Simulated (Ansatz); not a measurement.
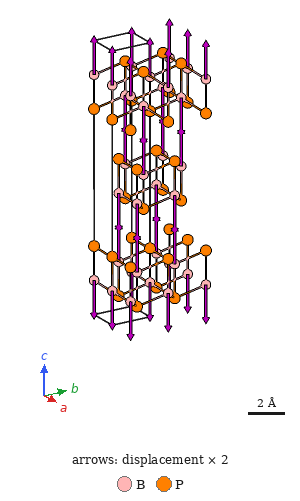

A relaxation of solid BP (a generated structure, set up in R-3m) (coarse preliminary run). The starting structure is drawn; purple arrows show the displacements (the part carried along by the change of the cell is left out), 2 times their true length.

Style: ball-and-stick. Shown: the conventional cell (3 times the calculation's cell), repeated 2 × 2 × 1 with one cell outlined, slightly off an axis. Lengths and directions refer to the drawn axes.

All numbers below come from DFT PBE, scalar-relativistic, plane waves, PAW (Ansatz 0.2.0). Settings: plane-wave cutoff 420 eV; k-point mesh 6 × 6 × 6; occupations gaussian; smearing width 0.1 eV; no spin polarisation; cell and atoms relaxed; force threshold 0.04 eV/Å; at most 70 steps.

> What did the optimiser do to the structure, and how much energy did it gain?

The largest moves relative to the cell, 1.13 Å, are those of B atoms. By element the largest moves are B 1.13 Å, P 0.04 Å. Cell: a = b 3.180 → 3.215 Å (+1.1 %), c 15.577 → 26.220 Å (+68.3 %). Volume +72.1 %. Among the contacts that change: B–B 2.248 → 4.823 Å, B–P 1.947 → 4.453 Å, B–P 1.947 → 1.856 Å. Bonds break: B–P (1.95 → 4.45 Å). Bond angles that change, for instance: B–P–B 109.5° → 120.0°, P–B–P 109.5° → 120.0°. The space group stays R-3m (No. 166). The energy falls by 417 meV per atom in 21 accepted moves (25 points after the start). The largest force component goes from 2.4 to 0.00024 eV/Å. Pressure: 18.65 GPa at the start and 0.03 GPa at the end. The line search rejected the trial step at point 19 of the run. The SCF was repeated 3 times at an unchanged geometry on a basis and grid sized afresh for the cell, which shifted the energy by 37.1 meV per atom at most.
